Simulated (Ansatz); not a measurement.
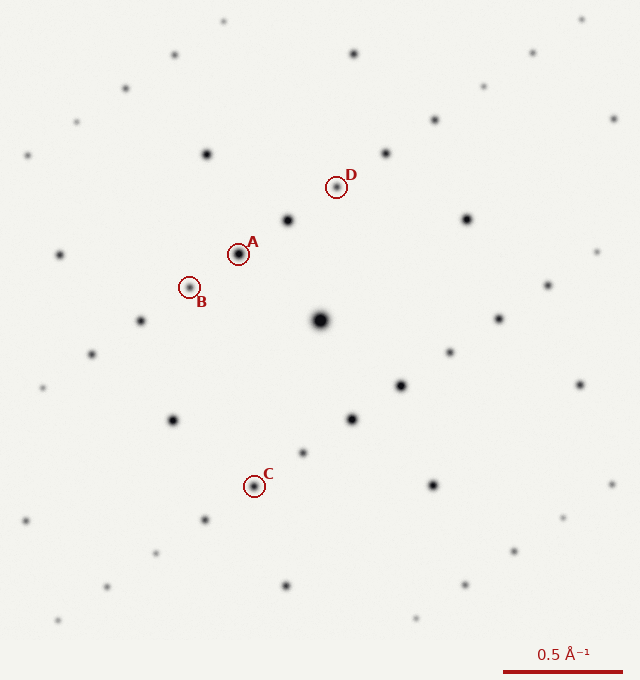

The pattern is a kinematic simulation for 120 kV electrons (no multiple scattering; isotropic B = 0.8 Å²). The zone axis points towards the electron source and the pattern is seen from the source side.

Au, space group P6/mmm (No. 191), a = 4.61 Å, c = 2.75 Å (hexagonal axes). Structure: the input geometry of an electronic-structure calculation (not necessarily at equilibrium); the starting structure was generated, so it need not be a known form of this composition.

```cif
data_structure
_symmetry_space_group_name_H-M 'P6/mmm'
_symmetry_Int_Tables_number 191
_cell_length_a 4.6117
_cell_length_b 4.6117
_cell_length_c 2.7546
_cell_angle_alpha 90.000
_cell_angle_beta 90.000
_cell_angle_gamma 120.000
_cell_volume 50.74
loop_
_atom_site_label
_atom_site_type_symbol
_atom_site_symmetry_multiplicity
_atom_site_Wyckoff_symbol
_atom_site_fract_x
_atom_site_fract_y
_atom_site_fract_z
_atom_site_occupancy
Au1 Au 1 a 0.00000 0.00000 0.00000 1
Au2 Au 2 d 0.33333 0.66667 0.50000 1
```

Spot A is indexed -1 0 1 and spot B -1 -1 1.

Question: Give hkl for C, D.

Answer: C = −4A + 3B = 1 -3 -1 (d = 1.324 Å). D = 3A − 2B = -1 2 1 (d = 1.768 Å).

Question: Which zone axis is this?

Answer: The cross product of A and B is parallel to [101]; every spot obeys hu + kv + lw = 0.
